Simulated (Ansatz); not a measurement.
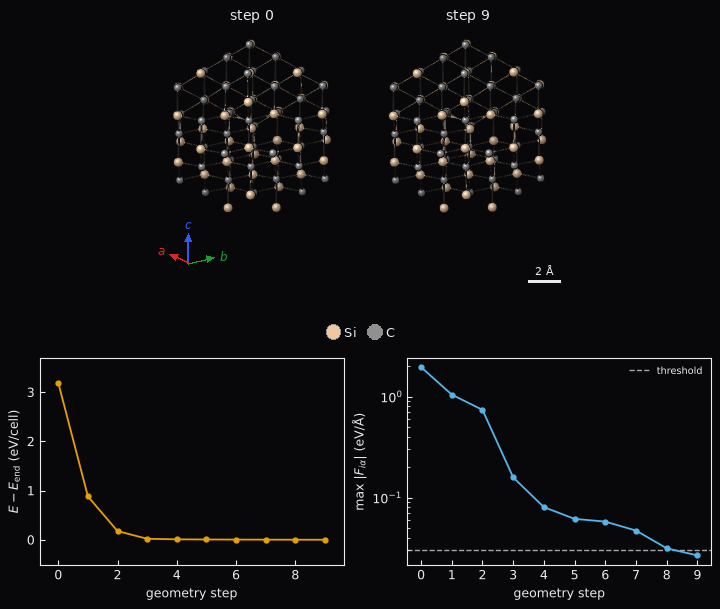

First and last geometry of a relaxation of a defect cell of composition Si96C95, with the history of the run. A ball-and-stick model of the atoms within 5.8 Å of the atom that moves most (axes of the cell of the calculation), seen from a free direction.

Theory: DFT, PBEsol, PAW, plane waves in Ansatz. (plane-wave cutoff 420 eV; k-point mesh 1 × 1 × 1; mesh shifted by (0.25, 0.25, 0.25); collinear spin; atoms relaxed in a fixed cell; force threshold 0.03 eV/Å; at most 80 steps)

> What do the curves and the structures tell?

It converged. A Si atom moves most: 0.15 Å along [−2 2 −1]. Largest moves by element: Si 0.15 Å, C 0.09 Å. The cell stays as it was. Some distances before and after: C–Si 1.792 → 1.884 Å, C–Si 1.811 → 1.890 Å, C–Si 1.835 → 1.898 Å, C–Si 1.952 → 1.889 Å. Among the angles between lasting bonds that change: Si–C–Si 107.3° → 112.4°, C–Si–C 108.9° → 104.2°, Si–C–Si 105.6° → 110.2°. The energy falls by 3.188 eV per cell of the calculation in 9 geometry steps. Largest force component: 2 eV/Å at the start, 0.027 eV/Å at the end.
